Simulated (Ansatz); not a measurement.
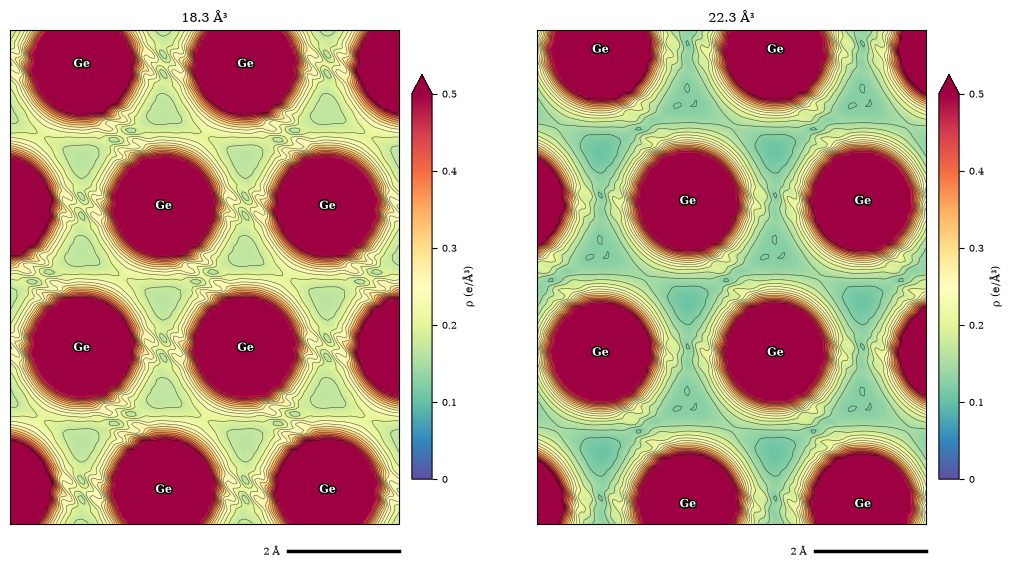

Ge. The valence electron density of cells scaled evenly to different volumes (given per atom above each panel), on the (001) plane of each (indices in the axes of the cell below), at one length scale and on one colour scale.

A generated structure, not necessarily the stable one.

All numbers below come from Ansatz, DFT, revPBE, plane waves (420 eV) with PAW, scalar-relativistic.

In a PAW calculation such maps are meaningful between the atoms, not at the nuclei.

The largest cell:

```
Ge
1.0
     3.15364    0.00000    0.00000
    -1.57682    2.73113    0.00000
     0.00000    0.00000   10.33896
Ge
4
Cartesian
  0.0000 0.0000 0.0000
  0.0000 0.0000 5.1695
  0.0000 1.8208 2.5847
  1.5768 0.9104 7.7542
```

| volume (Å³/atom) | Ge–Ge contact in the plane (Å) | ρ at its midpoint (e/Å³) | pressure (GPa) | 
| --- | --- | --- | --- |
| 18.29 | 2.953 | 0.211 | 5.7 | 
| 19.88 | 3.037 | ? | ? | 
| 22.26 | 3.154 | 0.135 | −5.3 | 

What values belong in the row with question marks?

Over the known rows ln ρ falls by 2.22 per Å of Ge–Ge distance (the line through the two), which gives 0.175 e/Å³ at 3.037 Å; the calculation gives 0.167 e/Å³. For the pressure, a straight line in volume between the neighbouring rows gives 1.3 GPa; the calculation gives −0.1, lower because pressure rises ever faster on compression.
